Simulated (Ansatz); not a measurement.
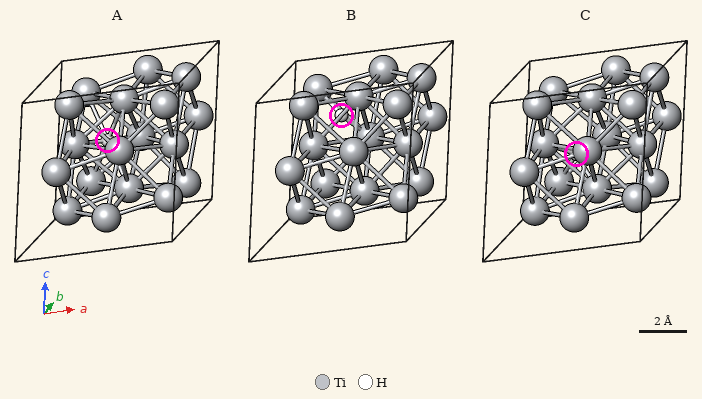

3 geometries from a converged minimum-energy path of a defect cell of composition Ti18H (19 atoms in the cell), shuffled. Style: ball-and-stick. Shown: the simulation cell (origin moved), slightly off an axis. The moving atom is ringed, with any periodic copies. Bonds to atoms that aren't drawn are left out.

Computed with Ansatz, DFT PBEsol, scalar-relativistic, plane waves, PAW. Run with plane-wave cutoff 420 eV; k-point mesh 4 × 4 × 4; Gaussian smearing 0.1 eV; 3 movable images; climbing image.

Question: Which frame is the top of the path?

Answer: A. In order along the path, whose images run from 0 to 4: C (image 1, +0.35 eV), A (image 2, +0.88 eV), B (image 4, 0.00 eV). The H atom travels furthest, 2.15 Å from end to end, along +c, on a straight line. At the highest image its nearest neighbour (Ti) is 1.72 Å away, against 1.81 Å at the start, and the surrounding atoms stand up to 0.25 Å off the mean of their end positions.

Limits of the set-up: the periodic images lie only 6.8 Å apart, so the values are limited by the cell's size.

The run took 15 min on 4 threads of Intel(R) Xeon(R) Platinum 8259CL CPU @ 2.50GHz (Skylake/Cascade Lake) (shared host), peak memory 3.7 GiB.
